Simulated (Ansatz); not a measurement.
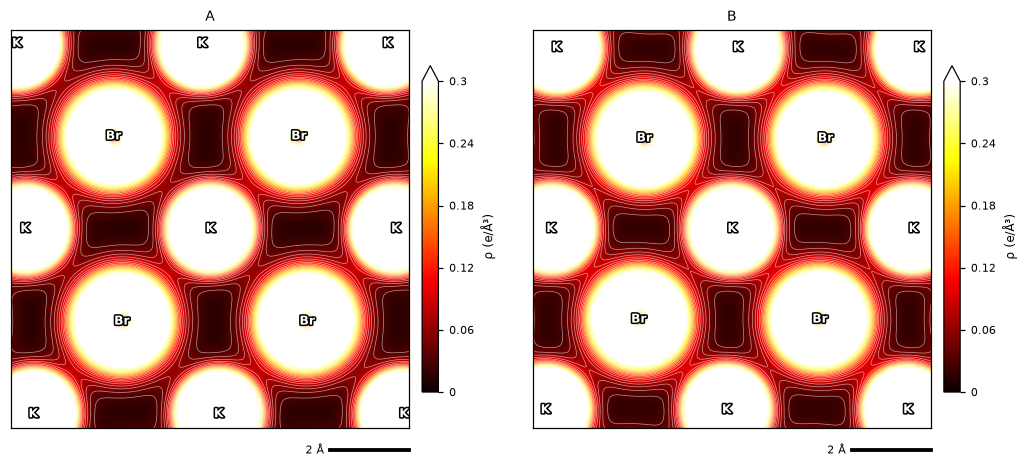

KBr. The valence electron density of two cells that differ in size and shape, on the (101) plane of each (indices in the axes of the calculation cell), at one length scale and on one colour scale: A has 37.3 Å³ an atom and B 33.6.

Space group I4/mmm.

Computed with Ansatz 0.2.0, DFT PBE, scalar-relativistic, plane waves, PAW.

In a PAW calculation such maps are meaningful between the atoms, not at the nuclei.

What does the compression do to the bonding and the properties?

From the larger cell to the smaller, K–Br goes from 3.24 to 3.19 Å, and the density at its midpoint from 0.1 to 0.11 e/Å³; the pressure goes from 0.2 to 2.1 GPa; the Kohn–Sham gap goes from 4.3 eV to 4.6 eV.
